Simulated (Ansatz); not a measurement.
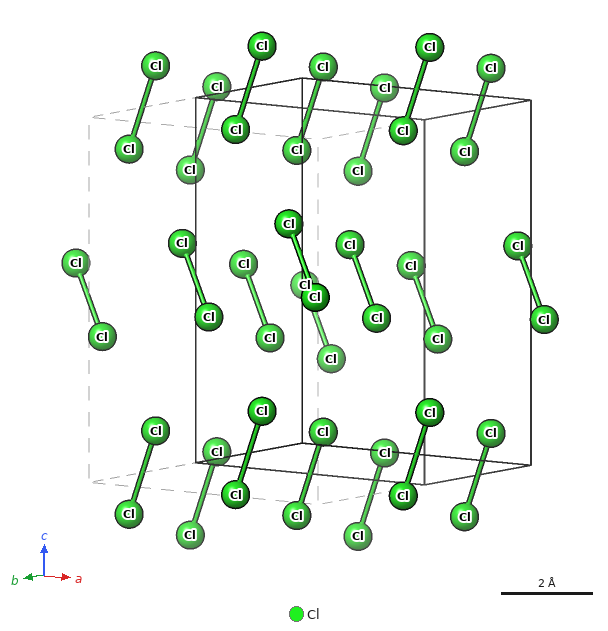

Crystal structure, ball-and-stick style, seen from a general direction. A block of 1×2×1 cells is shown, with one conventional unit cell in solid outline. Finite groups of bonded atoms are drawn whole.

Cl, space group Cmce (No. 64), a = 6.25 Å, b = 4.01 Å, c = 8.15 Å, α = 90.00°, β = 90.00°, γ = 90.00°.

Computed with G0W0 on PBE, plane waves, PAW in Ansatz 0.2.0. Settings: an energy cutoff of 420 eV, k-points about 0.47 Å⁻¹ apart, no spin polarisation.

What is the electronic character?

Answer. A semiconductor at this level, with a gap of 2.20 eV, direct.

The starting point was a structure listed in the Materials Project. Earlier steps of the study may have refined or changed the cell and positions. An electronic-structure calculation with Ansatz was run on it.
